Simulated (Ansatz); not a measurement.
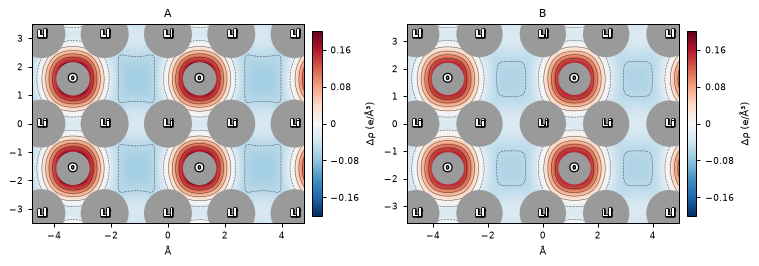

Li$_{2}$O: deformation density on the (011) plane of the conventional cell at two volumes, with the same fractional coordinates and one colour scale. Grey discs cover the cores. Panel A has 90 % of the volume of panel B.

Space group Fm-3m.

Computed with Ansatz, DFT PBE, scalar-relativistic, plane waves, PAW.

> What changes between the database cell and the scaled one?

The pressure is 1 GPa in B and 11 GPa in A.
Bader charges in B: Li +0.85 and O −1.71 e; in A: Li +0.85 and O −1.69 e.
The rearranged charge is 0.18 e an atom in B and 0.18 e in A.

Run times: 26 s (base cell) and 26 s (scaled cell), on 1 thread of Arm Neoverse N1, on a shared host.
